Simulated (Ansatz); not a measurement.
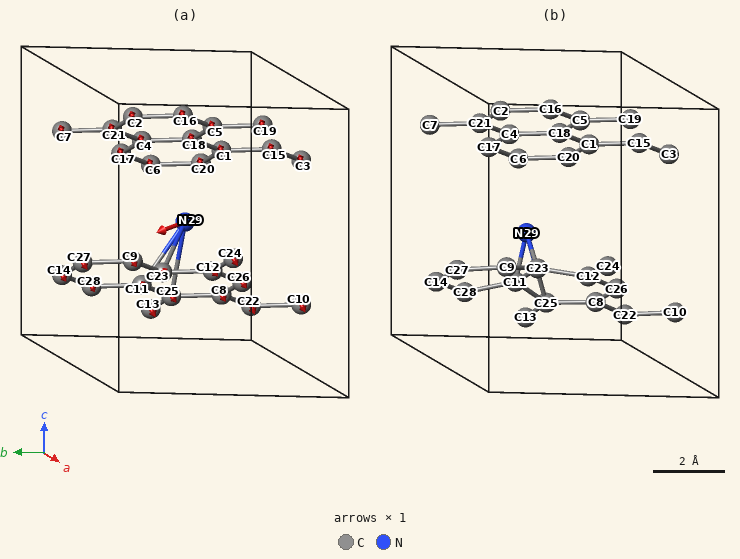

The structure of a defect cell of composition C₂₈N before (left) and after (right) a relaxation, at one scale. The red arrows give the displacements, at their true length.

Style: ball-and-stick. Shown: the cell of the calculation (origin shifted), from a free direction.

Case: N interstitial, charge +0, atoms relaxed.

Method: DFT PBE, scalar-relativistic, plane waves, PAW (Ansatz 0.2.0). Set-up: plane-wave cutoff 420 eV; k-point mesh 4 × 4 × 3; occupations gaussian; smearing width 0.1 eV; no spin polarisation; atoms relaxed in a fixed cell; force threshold 0.02 eV/Å; at most 60 steps.

Describe what moved and what it gained.

N29 moves most: 1.06 Å along [−2 2 −1]. By element the largest moves are N 1.06 Å, C 0.29 Å. The cell stays as it was. Some distances before and after: C23–N29 2.240 → 1.458 Å, C11–N29 2.185 → 1.459 Å, C25–N29 2.256 → 2.451 Å, C11–C23 1.424 → 1.528 Å. Bond angles that change, for instance: C11–C25–C13 120.0° → 117.9°. Over 12 geometry steps the energy falls by 2.941 eV per cell of the calculation. The largest force component goes from 1 to 0.016 eV/Å.

Limits of the set-up: the cell has an odd number of electrons but was run without spin polarisation; the periodic images lie only 6.5 Å apart, so the values are limited by the cell's size.
